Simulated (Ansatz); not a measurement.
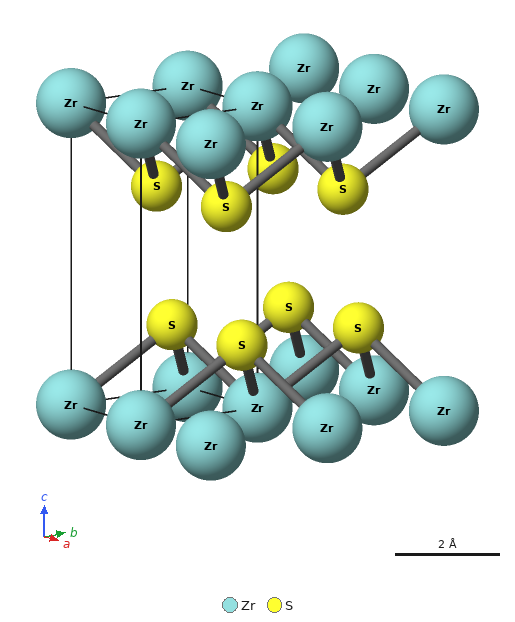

**Figure 1.** The starting structure (ball-and-stick view of the cell of the calculation, repeated 2 × 2 × 1, seen slightly off an axis). An atom can appear more than once, as a periodic image.

ZrS2: geometry relaxation (part 1 of 3)

System: ZrS2 (P-3m1, 3 atoms in the cell).
Method: DFT PBE, scalar-relativistic, plane waves, PAW, no spin polarisation (Ansatz 0.2.0).

The structure derives from an entry of the Crystallography Open Database.

**Log**
```
Engine: ansatz 0.2.0, aarch64-unknown-linux-gnu
Pseudopotentials: kind: paw
Pseudopotential: Zr, paw, valence charge 12, recommended cutoff 420 eV (normal), Zr.paw.azcp
Pseudopotential: S, paw, valence charge 6, recommended cutoff 420 eV (normal), S.paw.azcp
Functional definition: PBE
  parameter kappa = 0.804
  parameter beta = 0.06672455060314922
  exchange = pbe_x(kappa = kappa, mu = beta*pi^2/3)
  correlation = pbe_c(beta = beta)
Crystal: 3 atoms, lattice volume = 66.757 Å³
Basis set: ecut = 420 eV, 1303 PW (Γ), exchange–correlation on 50×50×80 points (8 copies of the dense FFT grid, shifted against one another)
Bands: 16, of which v1, the nominal top of the filled ones, is band 12 counted from 1 (11 counted from 0)
Symmetry: 12 space group operations
Space group: P-3m1 (ITA 164), of the structure as read, at distance tolerance 4.1e-5 Å
k-points: 100 of 864
Non-local potential: Zr, projectors of the file, l = 0: 3, l = 1: 2, l = 2: 2, l = 3: 2
Non-local potential: S, projectors of the file, l = 0: 2, l = 1: 2, l = 2: 2
PAW form: soft (Blöchl's): semilocal exchange-correlation on the pseudo side does not see the compensation charge
PAW one-centre angular grid: Zr, 590 points (default); XC on 64 Gauss nodes
PAW one-centre angular grid: S, 110 points (default); XC on 64 Gauss nodes
Initial density: superposition of atomic densities (neutral atoms: chi_scale 0, normalization atom), corrected by the library's trained network
Initial wavefunctions: pseudopotential atomic-orbital guess
Functional: x = pbe(κ = 0.804, μ = 0.2195149727645171), c = pbe(β = 0.06672455060314922)
SCF iter   1: F=—  HF=-5992.598983 eV  |F-HF|=—  |Δ(HF+E_count)|=         —  Δρ=1.36e-3  dr2=1.79e-3  ethr=1.77e-3  ⟨swp⟩=6.1  Hψ=9041  notcnv=0
preconditioner: auto → Resta (q_TF=auto, 2.301 Å⁻¹)  ε∞=6.3  [insulator: Δε(μ)=0.793 eV  Ē_g=7.874 eV  σ=0.020 eV  W_gap=1.00  n_scr=22 (ndim 8)  ℏωp=18.2 eV  f_vac=0.013  D(μ)=0.00/eV (n_scr^D=0)  ε∞_Penn≈6.3]
SCF iter   2: F=—  HF=-5992.598111 eV  |F-HF|=—  |Δ(HF+E_count)|=   8.73e-4  Δρ=7.00e-4  dr2=3.47e-4  ethr=7.44e-6  ⟨swp⟩=2.2  Hψ=3388  notcnv=0
SCF iter   3: F=—  HF=-5992.598300 eV  |F-HF|=—  |Δ(HF+E_count)|=   1.89e-4  Δρ=1.62e-4  dr2=1.51e-5  ethr=1.45e-6  ⟨swp⟩=2.0  Hψ=2202  notcnv=0
SCF iter   4: F=—  HF=-5992.598402 eV  |F-HF|=—  |Δ(HF+E_count)|=   1.02e-4  Δρ=4.93e-5  dr2=2.18e-6  ethr=6.31e-8  ⟨swp⟩=2.2  Hψ=2375  notcnv=0
SCF iter   5: F=—  HF=-5992.598404 eV  |F-HF|=—  |Δ(HF+E_count)|=   1.63e-6  Δρ=1.12e-5  dr2=1.53e-7  ethr=9.08e-9  ⟨swp⟩=2.0  Hψ=2261  notcnv=0
SCF iter   6: F=-5992.598404 eV  HF=-5992.598404 eV  |F-HF|=8.27e-9  |Δ(HF+E_count)|=   1.34e-7  Δρ=4.26e-6  dr2=2.66e-8  ethr=4.17e-10  ⟨swp⟩=4.3  Hψ=5723  notcnv=0
SCF 1 converged in 6 iterations: F = -5992.598404 eV  dr2 = 2.66e-8
  greatest PAW one-centre occupation: 0.995 electrons in one spin orbital (limit 2), on the Zr atom at site 0 (counted from 0), in its partial waves of l = 0
relax step   1: F+E_penalty+E_count = -5992.59840390 eV  Δ(F+E_penalty+E_count) = +0.000e0 eV  max|allowed force component| = 9.406e-2 eV/Å  Δτ_max = 0.0000 Å  P = +3.005 GPa  Ω = 66.757 Å³  (6 SCF iters, dr2 threshold 1.00e-7 eV, accepted)
Crystal: 3 atoms, lattice volume = 74.867 Å³
Basis set: ecut = 420 eV, 1461 PW (Γ), exchange–correlation on 50×50×80 points (8 copies of the dense FFT grid, shifted against one another)
Initial density: handed on by an earlier stage of this run
Initial wavefunctions: those handed on with the density
iter 1 solved again at ethr=8.58e-4 eV; its pass at ethr=3.10e-3 eV (dr2=2.06e-1 eV) is discarded
SCF iter   1: F=—  HF=-5992.666874 eV  |F-HF|=—  |Δ(HF+E_count)|=         —  Δρ=8.65e-3  dr2=2.08e-1  ethr=8.58e-4  ⟨swp⟩=1.0  Hψ=11361  notcnv=0
preconditioner: auto → Resta (q_TF=auto, 2.257 Å⁻¹)  ε∞=5.9  [insulator: Δε(μ)=1.318 eV  Ē_g=7.728 eV  σ=0.020 eV  W_gap=1.00  n_scr=22 (ndim 8)  ℏωp=17.2 eV  f_vac=0.089  D(μ)=0.00/eV (n_scr^D=0)  ε∞_Penn≈5.9]
SCF iter   2: F=—  HF=-5992.625114 eV  |F-HF|=—  |Δ(HF+E_count)|=   4.18e-2  Δρ=3.98e-3  dr2=3.22e-2  ethr=8.58e-4  ⟨swp⟩=2.0  Hψ=2357  notcnv=0
SCF iter   3: F=—  HF=-5992.617255 eV  |F-HF|=—  |Δ(HF+E_count)|=   7.86e-3  Δρ=1.45e-3  dr2=5.98e-3  ethr=1.34e-4  ⟨swp⟩=2.1  Hψ=2519  notcnv=0
SCF iter   4: F=—  HF=-5992.616816 eV  |F-HF|=—  |Δ(HF+E_count)|=   4.39e-4  Δρ=6.64e-4  dr2=6.41e-4  ethr=2.49e-5  ⟨swp⟩=2.0  Hψ=2454  notcnv=0
SCF iter   5: F=—  HF=-5992.617257 eV  |F-HF|=—  |Δ(HF+E_count)|=   4.40e-4  Δρ=1.68e-4  dr2=2.44e-5  ethr=2.67e-6  ⟨swp⟩=2.0  Hψ=2664  notcnv=0
SCF iter   6: F=—  HF=-5992.617316 eV  |F-HF|=—  |Δ(HF+E_count)|=   5.93e-5  Δρ=2.27e-5  dr2=5.15e-7  ethr=1.02e-7  ⟨swp⟩=2.0  Hψ=2338  notcnv=0
SCF iter   7: F=-5992.617318 eV  HF=-5992.617318 eV  |F-HF|=1.24e-7  |Δ(HF+E_count)|=   1.99e-6  Δρ=5.54e-6  dr2=3.80e-8  ethr=1.25e-9  ⟨swp⟩=6.1  Hψ=7177  notcnv=0
SCF 2 converged in 7 iterations: F = -5992.617318 eV  dr2 = 3.80e-8
relax step   2: F+E_penalty+E_count = -5992.61731792 eV  Δ(F+E_penalty+E_count) = -1.891e-2 eV  max|allowed force component| = 1.983e-1 eV/Å  Δτ_max = 0.1283 Å  P = -0.558 GPa  Ω = 74.867 Å³  energy of the carried Pulay correction = -8.208e-4 eV  (7 SCF iters, dr2 threshold 3.00e-7 eV, accepted)
Crystal: 3 atoms, lattice volume = 73.201 Å³
Basis set: ecut = 420 eV, 1401 PW (Γ), exchange–correlation on 50×50×80 points (8 copies of the dense FFT grid, shifted against one another)
iter 1 solved again at ethr=6.18e-5 eV; its pass at ethr=3.10e-3 eV (dr2=1.48e-2 eV) is discarded
SCF iter   1: F=—  HF=-5992.646547 eV  |F-HF|=—  |Δ(HF+E_count)|=         —  Δρ=2.58e-3  dr2=1.59e-2  ethr=6.18e-5  ⟨swp⟩=1.0  Hψ=11378  notcnv=0
preconditioner: auto → Resta (q_TF=auto, 2.266 Å⁻¹)  ε∞=6.1  [insulator: Δε(μ)=1.062 eV  Ē_g=7.658 eV  σ=0.020 eV  W_gap=1.00  n_scr=22 (ndim 8)  ℏωp=17.4 eV  f_vac=0.044  D(μ)=0.00/eV (n_scr^D=0)  ε∞_Penn≈6.1]
SCF iter   2: F=—  HF=-5992.643757 eV  |F-HF|=—  |Δ(HF+E_count)|=   2.79e-3  Δρ=1.17e-3  dr2=1.79e-3  ethr=6.18e-5  ⟨swp⟩=2.0  Hψ=2441  notcnv=0
SCF iter   3: F=—  HF=-5992.643441 eV  |F-HF|=—  |Δ(HF+E_count)|=   3.17e-4  Δρ=5.11e-4  dr2=4.27e-4  ethr=7.47e-6  ⟨swp⟩=2.4  Hψ=2220  notcnv=0
SCF iter   4: F=—  HF=-5992.643413 eV  |F-HF|=—  |Δ(HF+E_count)|=   2.79e-5  Δρ=1.66e-4  dr2=3.45e-5  ethr=1.78e-6  ⟨swp⟩=2.1  Hψ=2077  notcnv=0
SCF iter   5: F=—  HF=-5992.643484 eV  |F-HF|=—  |Δ(HF+E_count)|=   7.08e-5  Δρ=3.98e-5  dr2=1.43e-6  ethr=1.44e-7  ⟨swp⟩=2.0  Hψ=2302  notcnv=0
SCF iter   6: F=-5992.643487 eV  HF=-5992.643487 eV  |F-HF|=5.63e-8  |Δ(HF+E_count)|=   2.74e-6  Δρ=5.60e-6  dr2=2.67e-8  ethr=1.25e-9  ⟨swp⟩=6.2  Hψ=7393  notcnv=0
SCF 3 converged in 6 iterations: F = -5992.643487 eV  dr2 = 2.67e-8
relax step   3: F+E_penalty+E_count = -5992.64348670 eV  Δ(F+E_penalty+E_count) = -2.617e-2 eV  max|allowed force component| = 2.316e-2 eV/Å  Δτ_max = 0.0357 Å  P = -0.219 GPa  Ω = 73.201 Å³  energy of the carried Pulay correction = -6.599e-4 eV  (6 SCF iters, dr2 threshold 3.00e-7 eV, accepted)
Crystal: 3 atoms, lattice volume = 73.749 Å³
Basis set: ecut = 420 eV, 1449 PW (Γ), exchange–correlation on 50×50×80 points (8 copies of the dense FFT grid, shifted against one another)
iter 1 solved again at ethr=2.67e-6 eV; its pass at ethr=3.10e-3 eV (dr2=6.42e-4 eV) is discarded
SCF iter   1: F=—  HF=-5992.647299 eV  |F-HF|=—  |Δ(HF+E_count)|=         —  Δρ=1.00e-3  dr2=7.21e-4  ethr=2.67e-6  ⟨swp⟩=2.0  Hψ=12457  notcnv=0
preconditioner: auto → Resta (q_TF=auto, 2.263 Å⁻¹)  ε∞=6.0  [insulator: Δε(μ)=1.083 eV  Ē_g=7.704 eV  σ=0.020 eV  W_gap=1.00  n_scr=22 (ndim 8)  ℏωp=17.3 eV  f_vac=0.065  D(μ)=0.00/eV (n_scr^D=0)  ε∞_Penn≈6.0]
SCF iter   2: F=—  HF=-5992.647258 eV  |F-HF|=—  |Δ(HF+E_count)|=   4.10e-5  Δρ=4.80e-4  dr2=1.23e-4  ethr=2.67e-6  ⟨swp⟩=2.8  Hψ=2389  notcnv=0
SCF iter   3: F=—  HF=-5992.647312 eV  |F-HF|=—  |Δ(HF+E_count)|=   5.39e-5  Δρ=1.85e-4  dr2=2.50e-5  ethr=5.10e-7  ⟨swp⟩=2.0  Hψ=2386  notcnv=0
SCF iter   4: F=—  HF=-5992.647326 eV  |F-HF|=—  |Δ(HF+E_count)|=   1.38e-5  Δρ=3.49e-5  dr2=2.05e-6  ethr=1.04e-7  ⟨swp⟩=2.0  Hψ=2270  notcnv=0
SCF iter   5: F=-5992.647328 eV  HF=-5992.647328 eV  |F-HF|=1.28e-7  |Δ(HF+E_count)|=   2.02e-6  Δρ=9.07e-6  dr2=1.04e-7  ethr=1.25e-9  ⟨swp⟩=6.1  Hψ=7373  notcnv=0
SCF 4 converged in 5 iterations: F = -5992.647328 eV  dr2 = 1.04e-7
relax step   4: F+E_penalty+E_count = -5992.64732822 eV  Δ(F+E_penalty+E_count) = -3.842e-3 eV  max|allowed force component| = 3.279e-3 eV/Å  Δτ_max = 0.0157 Å  P = +0.195 GPa  Ω = 73.749 Å³  energy of the carried Pulay correction = -7.133e-4 eV  (5 SCF iters, dr2 threshold 3.00e-7 eV, accepted)
Crystal: 3 atoms, lattice volume = 75.014 Å³
Basis set: ecut = 420 eV, 1485 PW (Γ), exchange–correlation on 50×50×80 points (8 copies of the dense FFT grid, shifted against one another)
iter 1 solved again at ethr=1.13e-5 eV; its pass at ethr=3.10e-3 eV (dr2=2.71e-3 eV) is discarded
SCF iter   1: F=—  HF=-5992.649495 eV  |F-HF|=—  |Δ(HF+E_count)|=         —  Δρ=1.17e-3  dr2=2.63e-3  ethr=1.13e-5  ⟨swp⟩=2.0  Hψ=11499  notcnv=0
preconditioner: auto → Resta (q_TF=auto, 2.256 Å⁻¹)  ε∞=6.0  [insulator: Δε(μ)=1.083 eV  Ē_g=7.697 eV  σ=0.020 eV  W_gap=1.00  n_scr=22 (ndim 8)  ℏωp=17.1 eV  f_vac=0.084  D(μ)=0.00/eV (n_scr^D=0)  ε∞_Penn≈6.0]
SCF iter   2: F=—  HF=-5992.649029 eV  |F-HF|=—  |Δ(HF+E_count)|=   4.65e-4  Δρ=6.04e-4  dr2=5.78e-4  ethr=1.09e-5  ⟨swp⟩=2.4  Hψ=2152  notcnv=0
SCF iter   3: F=—  HF=-5992.648940 eV  |F-HF|=—  |Δ(HF+E_count)|=   8.92e-5  Δρ=1.80e-4  dr2=8.87e-5  ethr=2.41e-6  ⟨swp⟩=2.0  Hψ=2234  notcnv=0
SCF iter   4: F=—  HF=-5992.648941 eV  |F-HF|=—  |Δ(HF+E_count)|=   1.10e-6  Δρ=8.35e-5  dr2=1.04e-5  ethr=3.69e-7  ⟨swp⟩=2.2  Hψ=2082  notcnv=0
SCF iter   5: F=—  HF=-5992.648950 eV  |F-HF|=—  |Δ(HF+E_count)|=   9.03e-6  Δρ=2.27e-5  dr2=4.80e-7  ethr=4.35e-8  ⟨swp⟩=2.0  Hψ=2391  notcnv=0
SCF iter   6: F=-5992.648952 eV  HF=-5992.648951 eV  |F-HF|=4.39e-8  |Δ(HF+E_count)|=   9.88e-7  Δρ=3.73e-6  dr2=1.32e-8  ethr=1.23e-9  ⟨swp⟩=5.8  Hψ=7021  notcnv=0
SCF 5 converged in 6 iterations: F = -5992.648952 eV  dr2 = 1.32e-8
relax step   5: F+E_penalty+E_count = -5992.64895151 eV  Δ(F+E_penalty+E_count) = -1.623e-3 eV  max|allowed force component| = 7.045e-2 eV/Å  Δτ_max = 0.0164 Å  P = -0.191 GPa  Ω = 75.014 Å³  energy of the carried Pulay correction = -8.348e-4 eV  (6 SCF iters, dr2 threshold 2.96e-7 eV, accepted)
Crystal: 3 atoms, lattice volume = 76.601 Å³
Basis set: ecut = 420 eV, 1533 PW (Γ), exchange–correlation on 50×50×80 points (8 copies of the dense FFT grid, shifted against one another)
iter 1 solved again at ethr=1.50e-5 eV; its pass at ethr=3.10e-3 eV (dr2=3.59e-3 eV) is discarded
SCF iter   1: F=—  HF=-5992.651210 eV  |F-HF|=—  |Δ(HF+E_count)|=         —  Δρ=1.59e-3  dr2=3.48e-3  ethr=1.50e-5  ⟨swp⟩=1.3  Hψ=11321  notcnv=0
preconditioner: auto → Resta (q_TF=auto, 2.248 Å⁻¹)  ε∞=5.9  [insulator: Δε(μ)=1.105 eV  Ē_g=7.703 eV  σ=0.020 eV  W_gap=1.00  n_scr=22 (ndim 8)  ℏωp=17.0 eV  f_vac=0.116  D(μ)=0.00/eV (n_scr^D=0)  ε∞_Penn≈5.9]
SCF iter   2: F=—  HF=-5992.650577 eV  |F-HF|=—  |Δ(HF+E_count)|=   6.32e-4  Δρ=8.32e-4  dr2=9.84e-4  ethr=1.45e-5  ⟨swp⟩=2.0  Hψ=2109  notcnv=0
SCF iter   3: F=—  HF=-5992.650405 eV  |F-HF|=—  |Δ(HF+E_count)|=   1.72e-4  Δρ=1.88e-4  dr2=1.02e-4  ethr=4.10e-6  ⟨swp⟩=2.0  Hψ=2228  notcnv=0
SCF iter   4: F=—  HF=-5992.650505 eV  |F-HF|=—  |Δ(HF+E_count)|=   9.98e-5  Δρ=1.07e-4  dr2=1.79e-5  ethr=4.23e-7  ⟨swp⟩=2.0  Hψ=2160  notcnv=0
SCF iter   5: F=—  HF=-5992.650513 eV  |F-HF|=—  |Δ(HF+E_count)|=   7.83e-6  Δρ=3.58e-5  dr2=1.49e-6  ethr=7.48e-8  ⟨swp⟩=2.0  Hψ=2391  notcnv=0
SCF iter   6: F=-5992.650515 eV  HF=-5992.650515 eV  |F-HF|=1.05e-7  |Δ(HF+E_count)|=   1.62e-6  Δρ=5.47e-6  dr2=2.75e-8  ethr=1.25e-9  ⟨swp⟩=6.1  Hψ=7224  notcnv=0
SCF 6 converged in 6 iterations: F = -5992.650515 eV  dr2 = 2.75e-8
  greatest PAW one-centre occupation: 0.996 electrons in one spin orbital (limit 2), on the Zr atom at site 0 (counted from 0), in its partial waves of l = 0
relax step   6: F+E_penalty+E_count = -5992.65051468 eV  Δ(F+E_penalty+E_count) = -1.563e-3 eV  max|allowed force component| = 5.159e-4 eV/Å  Δτ_max = 0.0330 Å  P = +0.065 GPa  Ω = 76.601 Å³  energy of the carried Pulay correction = -9.843e-4 eV  (6 SCF iters, dr2 threshold 3.00e-7 eV, accepted)
Crystal: 3 atoms, lattice volume = 76.870 Å³
iter 1 solved again at ethr=6.02e-7 eV; its pass at ethr=3.10e-3 eV (dr2=1.44e-4 eV) is discarded
SCF iter   1: F=—  HF=-5992.650504 eV  |F-HF|=—  |Δ(HF+E_count)|=         —  Δρ=2.35e-4  dr2=1.38e-4  ethr=6.02e-7  ⟨swp⟩=2.5  Hψ=10847  notcnv=0
preconditioner: auto → Resta (q_TF=auto, 2.247 Å⁻¹)  ε∞=5.8  [insulator: Δε(μ)=1.116 eV  Ē_g=7.699 eV  σ=0.020 eV  W_gap=1.00  n_scr=22 (ndim 8)  ℏωp=16.9 eV  f_vac=0.114  D(μ)=0.00/eV (n_scr^D=0)  ε∞_Penn≈5.8]
SCF iter   2: F=—  HF=-5992.650478 eV  |F-HF|=—  |Δ(HF+E_count)|=   2.58e-5  Δρ=1.16e-4  dr2=2.59e-5  ethr=5.76e-7  ⟨swp⟩=2.3  Hψ=2049  notcnv=0
SCF iter   3: F=—  HF=-5992.650557 eV  |F-HF|=—  |Δ(HF+E_count)|=   7.93e-5  Δρ=3.93e-5  dr2=5.19e-6  ethr=1.08e-7  ⟨swp⟩=2.0  Hψ=2156  notcnv=0
SCF iter   4: F=—  HF=-5992.650557 eV  |F-HF|=—  |Δ(HF+E_count)|=   6.15e-7  Δρ=1.88e-5  dr2=6.23e-7  ethr=2.16e-8  ⟨swp⟩=2.0  Hψ=2074  notcnv=0
SCF iter   5: F=—  HF=-5992.650557 eV  |F-HF|=—  |Δ(HF+E_count)|=   4.28e-7  Δρ=5.44e-6  dr2=2.45e-8  ethr=2.60e-9  ⟨swp⟩=2.0  Hψ=2387  notcnv=0
SCF iter   6: F=-5992.650557 eV  HF=-5992.650557 eV  |F-HF|=1.91e-9  |Δ(HF+E_count)|=   4.92e-8  Δρ=8.55e-7  dr2=7.34e-10  ethr=4.97e-11  ⟨swp⟩=5.0  Hψ=5478  notcnv=0
SCF 7 converged in 6 iterations: F = -5992.650557 eV  dr2 = 7.34e-10
relax step   7: F+E_penalty+E_count = -5992.65055703 eV  Δ(F+E_penalty+E_count) = -4.235e-5 eV  max|allowed force component| = 8.606e-3 eV/Å  Δτ_max = 0.0034 Å  P = -0.013 GPa  Ω = 76.870 Å³  energy of the carried Pulay correction = -1.009e-3 eV  (6 SCF iters, dr2 threshold 1.19e-8 eV, accepted)
Crystal: 3 atoms, lattice volume = 77.329 Å³
iter 1 solved again at ethr=1.37e-6 eV; its pass at ethr=3.10e-3 eV (dr2=3.29e-4 eV) is discarded
SCF iter   1: F=—  HF=-5992.650590 eV  |F-HF|=—  |Δ(HF+E_count)|=         —  Δρ=4.30e-4  dr2=3.06e-4  ethr=1.37e-6  ⟨swp⟩=2.2  Hψ=10960  notcnv=0
preconditioner: auto → Resta (q_TF=auto, 2.245 Å⁻¹)  ε∞=5.8  [insulator: Δε(μ)=1.121 eV  Ē_g=7.698 eV  σ=0.020 eV  W_gap=1.00  n_scr=22 (ndim 8)  ℏωp=16.9 eV  f_vac=0.122  D(μ)=0.00/eV (n_scr^D=0)  ε∞_Penn≈5.8]
SCF iter   2: F=—  HF=-5992.650533 eV  |F-HF|=—  |Δ(HF+E_count)|=   5.70e-5  Δρ=2.23e-4  dr2=7.78e-5  ethr=1.27e-6  ⟨swp⟩=2.2  Hψ=2043  notcnv=0
SCF iter   3: F=—  HF=-5992.650568 eV  |F-HF|=—  |Δ(HF+E_count)|=   3.59e-5  Δρ=6.07e-5  dr2=1.16e-5  ethr=3.24e-7  ⟨swp⟩=2.1  Hψ=2248  notcnv=0
SCF iter   4: F=—  HF=-5992.650569 eV  |F-HF|=—  |Δ(HF+E_count)|=   7.70e-7  Δρ=3.00e-5  dr2=1.56e-6  ethr=4.82e-8  ⟨swp⟩=2.2  Hψ=2096  notcnv=0
SCF iter   5: F=—  HF=-5992.650570 eV  |F-HF|=—  |Δ(HF+E_count)|=   7.82e-7  Δρ=9.62e-6  dr2=9.40e-8  ethr=6.51e-9  ⟨swp⟩=2.0  Hψ=2384  notcnv=0
SCF iter   6: F=-5992.650570 eV  HF=-5992.650570 eV  |F-HF|=7.41e-9  |Δ(HF+E_count)|=   1.41e-7  Δρ=1.47e-6  dr2=1.80e-9  ethr=1.93e-11  ⟨swp⟩=3.9  Hψ=6856  notcnv=0
SCF 8 converged in 6 iterations: F = -5992.650570 eV  dr2 = 1.80e-9
relax step   8: F+E_penalty+E_count = -5992.65057009 eV  Δ(F+E_penalty+E_count) = -1.307e-5 eV  max|allowed force component| = 1.801e-3 eV/Å  Δτ_max = 0.0083 Å  P = +0.006 GPa  Ω = 77.329 Å³  energy of the carried Pulay correction = -1.052e-3 eV  (6 SCF iters, dr2 threshold 4.63e-9 eV, accepted)
Basis set: ecut = 420 eV, 1533 PW (Γ), exchange–correlation on 50×50×90 points (8 copies of the dense FFT grid, shifted against one another)
Initial wavefunctions: pseudopotential atomic-orbital guess (no wavefunctions were taken with the density)
iter 1 solved again at ethr=1.23e-7 eV; its pass at ethr=3.10e-3 eV (dr2=2.95e-5 eV) is discarded
SCF iter   1: F=—  HF=-5992.653023 eV  |F-HF|=—  |Δ(HF+E_count)|=         —  Δρ=1.76e-4  dr2=2.60e-6  ethr=1.23e-7  ⟨swp⟩=3.2  Hψ=13853  notcnv=0
preconditioner: auto → Resta (q_TF=auto, 2.245 Å⁻¹)  ε∞=5.8  [insulator: Δε(μ)=1.123 eV  Ē_g=7.697 eV  σ=0.020 eV  W_gap=1.00  n_scr=22 (ndim 8)  ℏωp=16.9 eV  f_vac=0.121  D(μ)=0.00/eV (n_scr^D=0)  ε∞_Penn≈5.8]
SCF iter   2: F=—  HF=-5992.653121 eV  |F-HF|=—  |Δ(HF+E_count)|=   9.76e-5  Δρ=9.31e-5  dr2=7.18e-7  ethr=1.08e-8  ⟨swp⟩=2.3  Hψ=2628  notcnv=0
SCF iter   3: F=—  HF=-5992.653130 eV  |F-HF|=—  |Δ(HF+E_count)|=   9.26e-6  Δρ=3.49e-6  dr2=5.80e-9  ethr=2.99e-9  ⟨swp⟩=2.0  Hψ=2699  notcnv=0
SCF iter   4: F=—  HF=-5992.653130 eV  |F-HF|=—  |Δ(HF+E_count)|=   2.88e-9  Δρ=1.04e-6  dr2=9.54e-10  ethr=2.42e-11  ⟨swp⟩=2.1  Hψ=2778  notcnv=0
SCF iter   5: F=—  HF=-5992.653130 eV  |F-HF|=—  |Δ(HF+E_count)|=  4.02e-10  Δρ=4.50e-7  dr2=1.92e-10  ethr=3.98e-12  ⟨swp⟩=2.1  Hψ=1912  notcnv=0
SCF iter   6: F=-5992.653130 eV  HF=-5992.653130 eV  |F-HF|=6.37e-12  |Δ(HF+E_count)|=  1.21e-10  Δρ=1.19e-7  dr2=1.79e-11  ethr=1.00e-12  ⟨swp⟩=5.0  Hψ=8052  notcnv=0
SCF 9 converged in 6 iterations: F = -5992.653130 eV  dr2 = 1.79e-11
relax step   9: F+E_penalty+E_count = -5992.65313005 eV  Δ(F+E_penalty+E_count) = -2.560e-3 eV  max|allowed force component| = 1.010e-3 eV/Å  Δτ_max = 0.0000 Å  P = +0.041 GPa  Ω = 77.329 Å³  stress off target by 9.24e-2 GPa  SCF on the basis re-selected at this cell (its energy is not comparable with the rows above)  (6 SCF iters)
basis re-selected at this cell: Δ(F+E_penalty+E_count) = -2.560e-3 eV, ΔP = +0.036 GPa vs the last step (what re-selecting the basis moved, of the pressure what is left beyond the Pulay correction that the steps carried, after the strain that the cell walked since its last selection, with what the two solves' SCF thresholds leave and, on support functions, any second-order correction that the steps lacked; it is no measure of the basis error at this ecutwfc). The dense FFT grid was sized anew with the basis: this SCF ran on 25×25×45 points, the steps before it on 25×25×40, so part of this shift can come from that change (see relax.cell in the input reference). This SCF's stress stands 9.24e-2 GPa from its target on what of the cell is left free (relax.cell.stress_tol is 5.00e-2 GPa) and its largest allowed force component is 1.01e-3 eV/Å (relax.f_tol is 5.00e-3 eV/Å): not within both, so this SCF does not close the relaxation
Crystal: 3 atoms, lattice volume = 78.424 Å³
Basis set: ecut = 420 eV, 1535 PW (Γ), exchange–correlation on 50×50×90 points (8 copies of the dense FFT grid, shifted against one another)
iter 1 solved again at ethr=7.15e-6 eV; its pass at ethr=3.10e-3 eV (dr2=1.71e-3 eV) is discarded
```
